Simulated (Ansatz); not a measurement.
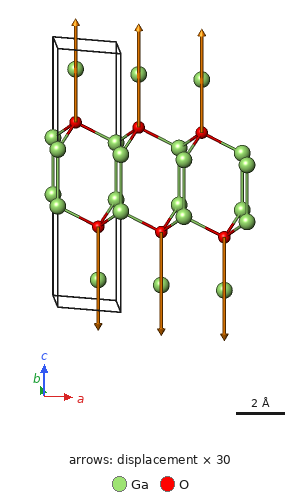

This is a relaxation of crystalline Ga2O (a generated structure, set up in P-3m1). The starting structure is drawn; orange arrows show the displacements (the part carried along by the change of the cell is left out), 30 times their true length.

Style: ball-and-stick. Shown: the cell of the calculation, repeated 3 × 1 × 1 with one cell outlined, from a free direction.

Case: relaxed at 25 GPa.

The calculation used DFT PBE, scalar-relativistic, plane waves, PAW in Ansatz.

Input
```yaml
crystal:
  lattice:
    - [2.9822843167, 0.0, 0.0]
    - [-1.4911421584, 2.5827339796, 0.0]
    - [0.0, 0.0, 11.1363582007]
  atoms:
    - { symbol: Ga, position: [0.0, 0.0, 0.3900899615] }
    - { symbol: Ga, position: [0.0, 0.0, 0.6099100385] }
    - { symbol: Ga, position: [0.6666666667, 0.3333333333, 0.1034589516] }
    - { symbol: Ga, position: [0.3333333333, 0.6666666667, 0.8965410484] }
    - { symbol: O, position: [0.6666666667, 0.3333333333, 0.3085546212] }
    - { symbol: O, position: [0.3333333333, 0.6666666667, 0.6914453788] }
basis:
  ecutwfc: 420
kpoints:
  mp_grid: { grid: [12, 12, 4] }
hamiltonian:
  xc: pbe
scf:
  occupations: { method: fermi_dirac, width: 0.15 }
output:
  forces: true
  stress: true
  eigenvalues: true
  write_density: true
  write_potential: true
  elf: true
  volumetric_format: npy
relax:
  adjacent_minimum: "off"
  f_tol: 0.001
  max_steps: 60
  cell: { stress_tol: 0.02, p_target: 25.0 }
```

Command:
```bash
ansatz run input.yaml --threads 2 --pin off --max-ram 6144MiB --backend cpu --events-out ev --progress --plain --runs-dir out
```

Q: Atoms of which element are displaced furthest, and by how much?

A: Oxygen: up to 0.15 Å, against 0.01 Å for gallium.

Q: What happened in the run?

A: The energy rises by 195 meV per atom in 7 accepted moves (10 points after the start). With the target pressure of 25 GPa, the enthalpy E + pV changes by −122 meV per atom. Largest force component: 0.00025 eV/Å at the start, under 0.0001 eV/Å at the end. Pressure: 7.99 GPa at the start and 25.00 GPa at the end. The line search rejected the trial step at point 5 of the run. The SCF was repeated twice at an unchanged geometry on a basis and grid sized afresh for the cell, which shifted the energy by 2.5 meV per atom at most. The largest moves relative to the cell, 0.15 Å, are those of O5 and O6. O5 goes along −c. By element the largest moves are O 0.15 Å, Ga 0.01 Å. The volume changes by −14.2 %, with a = b 2.982 → 2.818 Å (−5.5 %), c 11.136 → 10.696 Å (−4.0 %). Among the contacts that change: Ga3–O5 2.284 → 2.052 Å, Ga1–Ga2 2.448 → 2.334 Å, Ga1–O5 1.947 → 1.926 Å. Among the angles between lasting bonds that change: O6–Ga2–O6 100.0° → 94.1°, Ga2–O6–Ga2 100.0° → 94.1°, Ga2–O6–Ga4 117.8° → 122.3°. The space group stays P-3m1 (No. 164).

Limits of the set-up: layers or molecules are held without a dispersion correction, so their spacing is unreliable.
